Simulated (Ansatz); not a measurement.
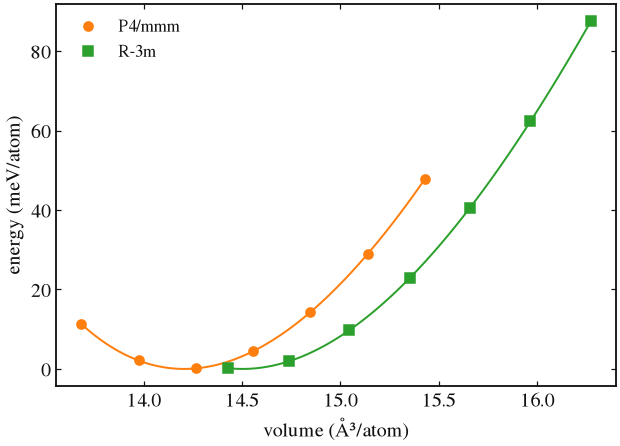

The figure shows the energy against volume, with one curve for each structure, for CuAu. Each energy curve has its own zero, so the curves don't rank the structures.

Calculation (Ansatz 0.2.0): all-electron LAPW DFT, no spin polarisation; energies at scaled volumes of the given cell, shape and fractions fixed, counted from the fit's minimum, third-order Birch-Murnaghan fit. Level: PBEsol.

occupations Fermi–Dirac; smearing width 0.05 eV; potentials all electron LAPW, scalar relativistic.

Settings that differ: P4/mmm: k mesh 9×9×7; R-3m: k mesh 11×11×11.

Tabulate the plotted points.

P4/mmm:
```tsv
volume (Å³/atom)	energy (meV/atom)
13.68	11.30
13.97	2.12
14.27	0.14
14.56	4.46
14.85	14.30
15.14	28.97
15.43	47.82
```

R-3m:
```tsv
volume (Å³/atom)	energy (meV/atom)
14.43	0.19
14.74	1.91
15.04	9.72
15.35	22.84
15.66	40.57
15.97	62.31
16.27	87.52
```

Note: spin-orbit coupling left out, heavy elements; shape and atomic fractions are frozen while scaling, which makes layered, chain and framework solids too stiff.
